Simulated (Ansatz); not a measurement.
Geometry relaxation of VSi31 (part 3 of 3)

The same run, continued: VSi31 (defect cell, 32 atoms in the cell); DFT PBEsol, scalar-relativistic, plane waves, PAW, spin-polarised (Ansatz 0.2.0); cutoff 420 eV, 2×2×2 k-mesh, Gaussian smearing of 0.02 eV, collinear spins. The structure derives from a Materials Project entry. It belongs to a series of runs on one base structure; here: V_Si, charge +0, atoms relaxed at the host's cell.

**Output, continued**
```
  k-point 1 ↓: bands = ["-56.9328", "-30.9259", "-30.9259", "-30.9259", "-5.3819", "-4.4123", "-4.3685", "-4.3685", "-4.1395", "-3.5340", "-3.5108", "-3.5108", "-3.3767", "-3.0406", "-2.6137", "-2.5735", "-2.5735", "-2.0612", "-1.4931", "-1.4121", "-1.4121", "-0.9430", "-0.3299", "-0.2858", "-0.2858", "-0.2271", "-0.0837", "-0.0257", "-0.0257", "0.5109", "1.2744", "1.9494", "1.9494", "1.9539", "1.9655", "2.0875", "2.1774", "2.1774", "2.8095", "2.8710", "2.8999", "2.8999", "3.2020", "3.4954", "3.5269", "3.5269", "3.5656", "3.6224", "3.6224", "3.6303", "3.7301", "3.7301", "3.7513", "3.9016", "4.1189", "4.1189", "4.6432", "4.7969", "4.8465", "4.8465", "4.9503", "4.9853", "5.0061", "5.2154", "5.2154", "5.2662", "5.6464", "5.6464", "6.6554", "7.0342", "7.1198", "7.4537", "7.4537", "7.4721", "7.9509", "8.2954", "8.3410", "8.3466", "8.3466", "8.4552", "8.5701", "8.5701", "8.6944", "8.7554", "8.9975", "8.9975", "9.1146", "9.3108", "9.3380", "9.3380", "9.3418", "9.4813", "9.8834", "9.9023", "9.9023", "10.0243", "10.0458", "10.0458", "10.0617", "10.0851", "10.1205", "10.1205"]
--- Relaxed structure (3 steps of the walk, 3 accepted, 0 SCFs on fresh bases) ---
  F+E_penalty+E_count = -22148.39713229 eV   max|allowed force component| = 5.611e-3 eV/Å
  atoms:
    - { symbol: V, position: [0.0, 0.25, 0.0] }
    - { symbol: Si, position: [0.2517653065338136, 0.25000000000000006, 0.7494785369294577] }
    - { symbol: Si, position: [0.0, 0.5017653065338137, 0.7494785369294577] }
    - { symbol: Si, position: [0.5, 0.25, 0.5] }
    - { symbol: Si, position: [0.25052146307054246, 0.5005214630705425, 0.502286769604356] }
    - { symbol: Si, position: [0.0, 0.75, 0.5] }
    - { symbol: Si, position: [0.7494785369294577, 0.25000000000000006, 0.2517653065338136] }
    - { symbol: Si, position: [0.502286769604356, 0.5005214630705425, 0.25052146307054246] }
    - { symbol: Si, position: [0.25052146307054246, 0.752286769604356, 0.25052146307054246] }
    - { symbol: Si, position: [0.0, -0.0005214630705424328, 0.25176530653381357] }
    - { symbol: Si, position: [0.7494785369294577, 0.5017653065338137, 0.0] }
    - { symbol: Si, position: [0.5, 0.75, 0.0] }
    - { symbol: Si, position: [0.25176530653381357, -0.0005214630705424328, 0.0] }
    - { symbol: Si, position: [0.7482346934661865, 0.7477132303956441, 0.7482346934661865] }
    - { symbol: Si, position: [0.49771323039564397, -0.0017653065338135848, 0.7482346934661864] }
    - { symbol: Si, position: [0.7482346934661864, -0.0017653065338135848, 0.49771323039564397] }
    - { symbol: Si, position: [-8.673617379884035e-19, -0.006098247154831629, -8.673617379884035e-19] }
    - { symbol: Si, position: [0.24893438277874558, -0.0006622894921912981, 0.7493377105078087] }
    - { symbol: Si, position: [0.0, 0.24999999999999997, 0.7439017528451684] }
    - { symbol: Si, position: [0.5004033277290632, 0.0010656172212544284, 0.5004033277290632] }
    - { symbol: Si, position: [0.2506622894921913, 0.25000000000000006, 0.49959667227093696] }
    - { symbol: Si, position: [0.0, 0.5006622894921914, 0.49959667227093696] }
    - { symbol: Si, position: [0.7493377105078087, -0.0006622894921912981, 0.24893438277874558] }
    - { symbol: Si, position: [0.49959667227093696, 0.25000000000000006, 0.2506622894921913] }
    - { symbol: Si, position: [0.25609824715483165, 0.5060982471548316, 0.25609824715483165] }
    - { symbol: Si, position: [0.0, 0.749596672270937, 0.2506622894921914] }
    - { symbol: Si, position: [0.7439017528451684, 0.24999999999999997, 0.0] }
    - { symbol: Si, position: [0.49959667227093696, 0.5006622894921914, 2.168404344971009e-19] }
    - { symbol: Si, position: [0.2506622894921914, 0.749596672270937, 0.0] }
    - { symbol: Si, position: [0.7493377105078087, 0.49893438277874563, 0.7493377105078087] }
    - { symbol: Si, position: [0.5004033277290632, 0.7504033277290633, 0.7510656172212545] }
    - { symbol: Si, position: [0.7510656172212545, 0.7504033277290633, 0.5004033277290632] }
--- Löwdin populations: 32 sites ---
  site symbol       q [e]    m [muB]
     0      V     12.2999     1.2015
     1     Si      3.9564     0.0038
     2     Si      3.9564     0.0038
     3     Si      3.9644    -0.0050
     4     Si      3.9564     0.0038
     5     Si      3.9644    -0.0050
     6     Si      3.9564     0.0038
     7     Si      3.9564     0.0038
     8     Si      3.9564     0.0038
     9     Si      3.9564     0.0038
    10     Si      3.9564     0.0038
    11     Si      3.9644    -0.0050
    12     Si      3.9564     0.0038
    13     Si      3.9564     0.0038
    14     Si      3.9564     0.0038
    15     Si      3.9564     0.0038
    16     Si      4.1707    -0.0581
    17     Si      3.9555    -0.0020
    18     Si      4.1707    -0.0581
    19     Si      3.9555    -0.0020
    20     Si      3.9555    -0.0020
    21     Si      3.9555    -0.0020
    22     Si      3.9555    -0.0020
    23     Si      3.9555    -0.0020
    24     Si      4.1707    -0.0581
    25     Si      3.9555    -0.0020
    26     Si      4.1707    -0.0581
    27     Si      3.9555    -0.0020
    28     Si      3.9555    -0.0020
    29     Si      3.9555    -0.0020
    30     Si      3.9555    -0.0020
    31     Si      3.9555    -0.0020
  spilling = 0.008622 (of n_electrons = 137.000000)
```

**Trajectory as extended XYZ (Å, eV, eV/Å), 3 frames, from step=1 to step=3**
```
32
Lattice="-5.4338 -5.4338 5.4338 5.4338 5.4338 5.4338 -5.4338 5.4338 -5.4338" Properties=species:S:1:pos:R:3:forces:R:3 step=1 energy=-22148.31696
V     1.3585    1.3585    1.3585    0.0000   0.0000   0.0000
Si   -4.0754    4.0754   -1.3585   -0.0725  -0.0483   0.0483
Si   -1.3585    6.7923   -1.3585    0.0483   0.0725   0.0483
Si   -4.0754    1.3585    1.3585    0.0000   0.0000   0.0000
Si   -1.3585    4.0754    1.3585   -0.0483   0.0483  -0.0725
Si    1.3585    6.7923    1.3585    0.0000   0.0000   0.0000
Si   -4.0754   -1.3585    4.0754   -0.0725   0.0483  -0.0483
Si   -1.3585    1.3585    4.0754   -0.0483  -0.0725   0.0483
Si    1.3585    4.0754    4.0754    0.0725   0.0483   0.0483
Si   -1.3585    1.3585   -1.3585   -0.0483   0.0725  -0.0483
Si   -1.3585   -1.3585    6.7923    0.0483   0.0483   0.0725
Si    1.3585    1.3585    6.7923    0.0000   0.0000   0.0000
Si   -1.3585   -1.3585    1.3585   -0.0483  -0.0483   0.0725
Si   -4.0754    4.0754    4.0754    0.0725  -0.0483  -0.0483
Si   -6.7923    1.3585   -1.3585    0.0483  -0.0725  -0.0483
Si   -6.7923   -1.3585    1.3585    0.0483  -0.0483  -0.0725
Si    0.0000    0.0000    0.0000   -0.3501  -0.3501  -0.3501
Si   -5.4338    2.7169   -2.7169    0.0320   0.0147  -0.0320
Si   -2.7169    5.4338   -2.7169    0.3501  -0.3501   0.3501
Si   -5.4338    0.0000    0.0000   -0.0147   0.0320   0.0320
Si   -2.7169    2.7169    0.0000    0.0147  -0.0320   0.0320
Si    0.0000    5.4338    0.0000    0.0320  -0.0147   0.0320
Si   -5.4338   -2.7169    2.7169    0.0320  -0.0320   0.0147
Si   -2.7169    0.0000    2.7169    0.0147   0.0320  -0.0320
Si    0.0000    2.7169    2.7169   -0.3501   0.3501   0.3501
Si    2.7169    5.4338    2.7169   -0.0320  -0.0147  -0.0320
Si   -2.7169   -2.7169    5.4338    0.3501   0.3501  -0.3501
Si    0.0000    0.0000    5.4338    0.0320   0.0320  -0.0147
Si    2.7169    2.7169    5.4338   -0.0320  -0.0320  -0.0147
Si   -5.4338    2.7169    2.7169   -0.0147  -0.0320  -0.0320
Si   -2.7169    5.4338    2.7169   -0.0320   0.0320   0.0147
Si   -2.7169    2.7169    5.4338   -0.0320   0.0147   0.0320
32
Lattice="-5.4338 -5.4338 5.4338 5.4338 5.4338 5.4338 -5.4338 5.4338 -5.4338" Properties=species:S:1:pos:R:3:forces:R:3 step=2 energy=-22148.39367
V     1.3585    1.3585    1.3585    0.0000   0.0000   0.0000
Si   -4.0799    4.0640   -1.3470   -0.0036   0.0075  -0.0075
Si   -1.3470    6.7968   -1.3470   -0.0075   0.0036  -0.0075
Si   -4.0754    1.3585    1.3585    0.0000   0.0000   0.0000
Si   -1.3699    4.0868    1.3540    0.0075  -0.0075  -0.0036
Si    1.3585    6.7923    1.3585    0.0000   0.0000   0.0000
Si   -4.0799   -1.3470    4.0640   -0.0036  -0.0075   0.0075
Si   -1.3699    1.3540    4.0868    0.0075  -0.0036  -0.0075
Si    1.3630    4.0868    4.0868    0.0036  -0.0075  -0.0075
Si   -1.3699    1.3630   -1.3699    0.0075   0.0036   0.0075
Si   -1.3470   -1.3470    6.7968   -0.0075  -0.0075   0.0036
Si    1.3585    1.3585    6.7923    0.0000   0.0000   0.0000
Si   -1.3699   -1.3699    1.3630    0.0075   0.0075   0.0036
Si   -4.0709    4.0640    4.0640    0.0036   0.0075   0.0075
Si   -6.7809    1.3540   -1.3699   -0.0075  -0.0036   0.0075
Si   -6.7809   -1.3699    1.3540   -0.0075   0.0075  -0.0036
Si   -0.0264   -0.0264   -0.0264   -0.0751  -0.0751  -0.0751
Si   -5.4288    2.7179   -2.7220    0.0120  -0.0175  -0.0120
Si   -2.6905    5.4074   -2.6905    0.0751  -0.0751   0.0751
Si   -5.4349    0.0051    0.0051    0.0175   0.0120   0.0120
Si   -2.7159    2.7118    0.0051   -0.0175  -0.0120   0.0120
Si    0.0051    5.4328    0.0051    0.0120   0.0175   0.0120
Si   -5.4288   -2.7220    2.7179    0.0120  -0.0120  -0.0175
Si   -2.7159    0.0051    2.7118   -0.0175   0.0120  -0.0120
Si   -0.0264    2.7433    2.7433   -0.0751   0.0751   0.0751
Si    2.7118    5.4328    2.7118   -0.0120   0.0175  -0.0120
Si   -2.6905   -2.6905    5.4074    0.0751   0.0751  -0.0751
Si    0.0051    0.0051    5.4328    0.0120   0.0120   0.0175
Si    2.7118    2.7118    5.4328   -0.0120  -0.0120   0.0175
Si   -5.4349    2.7118    2.7118    0.0175  -0.0120  -0.0120
Si   -2.7220    5.4389    2.7179   -0.0120   0.0120  -0.0175
Si   -2.7220    2.7179    5.4389   -0.0120  -0.0175   0.0120
32
Lattice="-5.4338 -5.4338 5.4338 5.4338 5.4338 5.4338 -5.4338 5.4338 -5.4338" Properties=species:S:1:pos:R:3:forces:R:3 step=3 energy=-22148.39713
V     1.3585    1.3585    1.3585    0.0000   0.0000   0.0000
Si   -4.0821    4.0629   -1.3460    0.0055   0.0050  -0.0050
Si   -1.3460    6.7991   -1.3460   -0.0050  -0.0055  -0.0050
Si   -4.0754    1.3585    1.3585    0.0000   0.0000   0.0000
Si   -1.3709    4.0878    1.3517    0.0050  -0.0050   0.0055
Si    1.3585    6.7923    1.3585    0.0000   0.0000   0.0000
Si   -4.0821   -1.3460    4.0629    0.0055  -0.0050   0.0050
Si   -1.3709    1.3517    4.0878    0.0050   0.0055  -0.0050
Si    1.3652    4.0878    4.0878   -0.0055  -0.0050  -0.0050
Si   -1.3709    1.3652   -1.3709    0.0050  -0.0055   0.0050
Si   -1.3460   -1.3460    6.7991   -0.0050  -0.0050  -0.0055
Si    1.3585    1.3585    6.7923    0.0000   0.0000   0.0000
Si   -1.3709   -1.3709    1.3652    0.0050   0.0050  -0.0055
Si   -4.0686    4.0629    4.0629   -0.0055   0.0050   0.0050
Si   -6.7799    1.3517   -1.3709   -0.0050   0.0055   0.0050
Si   -6.7799   -1.3709    1.3517   -0.0050   0.0050   0.0055
Si   -0.0331   -0.0331   -0.0331   -0.0056  -0.0056  -0.0056
Si   -5.4280    2.7155   -2.7227    0.0016  -0.0018  -0.0016
Si   -2.6838    5.4007   -2.6838    0.0056  -0.0056   0.0056
Si   -5.4324    0.0058    0.0058    0.0018   0.0016   0.0016
Si   -2.7183    2.7111    0.0058   -0.0018  -0.0016   0.0016
Si    0.0058    5.4352    0.0058    0.0016   0.0018   0.0016
Si   -5.4280   -2.7227    2.7155    0.0016  -0.0016  -0.0018
Si   -2.7183    0.0058    2.7111   -0.0018   0.0016  -0.0016
Si   -0.0331    2.7501    2.7501   -0.0056   0.0056   0.0056
Si    2.7111    5.4352    2.7111   -0.0016   0.0018  -0.0016
Si   -2.6838   -2.6838    5.4007    0.0056   0.0056  -0.0056
Si    0.0058    0.0058    5.4352    0.0016   0.0016   0.0018
Si    2.7111    2.7111    5.4352   -0.0016  -0.0016   0.0018
Si   -5.4324    2.7111    2.7111    0.0018  -0.0016  -0.0016
Si   -2.7227    5.4396    2.7155   -0.0016   0.0016  -0.0018
Si   -2.7227    2.7155    5.4396   -0.0016  -0.0018   0.0016
```

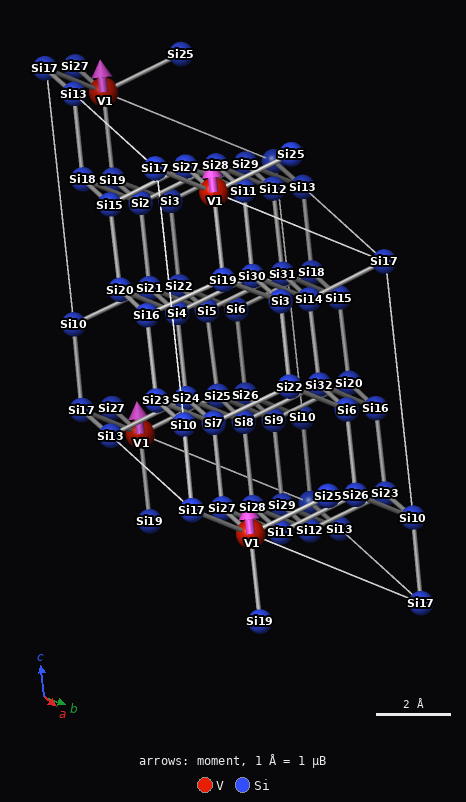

**Figure 1.** Magnetic moments of the sites as pink arrows (ball-and-stick view of the cell of the calculation, seen slightly off an axis; bonded neighbours outside the cell are drawn too; atoms are numbered from 1 in the order of the input); small moments hardly show. The run is collinear, so the axis drawn is arbitrary. Site moments: V1 (0.90 μB). They are counted near the atoms and needn't add up to the moment of the cell.

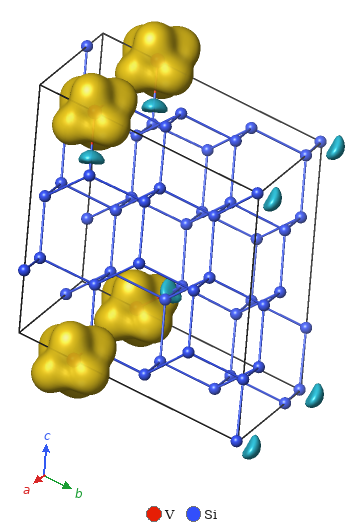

**Figure 2.** Isosurfaces of the spin density at +0.01 (yellow) and −0.01 e/Å³ (cyan), seen slightly off an axis. Sticks mark near contacts. The outline is the calculation cell. The spin density sits on V: +0.9 μB in one cell of 32 atoms: a single local moment. The cell of the calculation (32 atoms) carries 1.0 μB net. In a PAW calculation such maps are meaningful between the atoms, not at the nuclei.

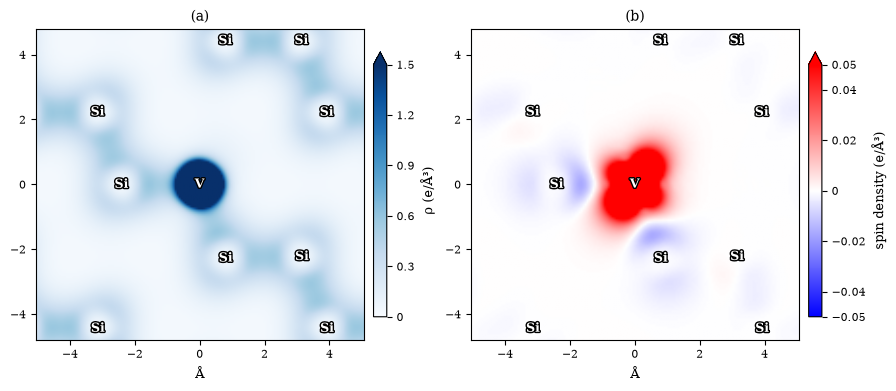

**Figure 3.** (a) valence electron density; (b) spin density (up minus down) on the (100) plane of the calculation cell. Si–Si (2.35 Å): ρ at the midpoint is about 0.55 e/Å³, a local maximum along the line. V–Si (2.41 Å): the density is about 0.54 e/Å³ at the midpoint. Away from the nuclei the density in this plane falls to 0.02 e/Å³ at its lowest. The spin density sits on V: +0.9 μB in one cell of 32 atoms: a single local moment. The cell of the calculation (32 atoms) carries 1.0 μB net.

**Results in brief**

- outcome: converged
- electrons treated: 137
- free energy: −22148.3971 eV
- Fermi energy: 6.012 eV
- gap on the k-point mesh: none (metallic)
- net moment of the cell: 1.00 μB
- integrated absolute moment: 1.46 μB
- final volume: 641.77 Å³
- largest force (length of the vector) at the end: 0.010 eV/Å
- wall time: 22 s (CPU time 2.7 min)
- peak memory: 1.7 GiB
